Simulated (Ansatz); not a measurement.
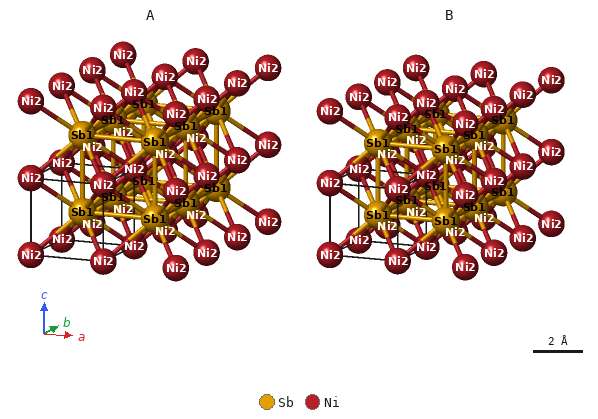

Two geometries of crystalline NiSb (a generated structure, set up in Pm-3m) (coarse preliminary run), drawn at one scale. One is the start of a relaxation, the other its converged end. A ball-and-stick model of the cell of the calculation, repeated 2 × 3 × 2 with one cell outlined, seen slightly off an axis.

The calculation used DFT PBEsol, scalar-relativistic, plane waves, PAW (Ansatz 0.2.0). Settings: plane-wave cutoff 420 eV; k-point mesh 6 × 6 × 6; occupations gaussian; smearing width 0.1 eV; no spin polarisation; cell and atoms relaxed; force threshold 0.05 eV/Å; at most 60 steps.

Question: Which geometry has the lower energy?

Answer: Structure A is the relaxed one. Case: Al → Sb on all its sites, cell and atoms relaxed. After 3 accepted moves (4 points after the start) the energy has fallen by 334 meV per atom. All forces vanish by symmetry, so only the cell relaxes. The pressure goes from 41.52 to 0.33 GPa. At 1 point the geometry stayed and the basis and grid were re-selected for the new cell (energy shift of 2.9 meV per atom at most each time). The atoms keep their places relative to the cell (all moves are under 0.005 Å). The volume changes by +22.6 %, with a = b = c 3.001 → 3.213 Å (+7.0 %). Some distances before and after: Sb1–Sb1 3.001 → 3.213 Å, Sb1–Ni2 2.599 → 2.782 Å. The space group stays Pm-3m (No. 221). Cost: 3.1 s on 1 thread of Oxide Virtual Turin-like Processor (Zen 5), with other jobs on the host, peak memory 0.36 GiB.
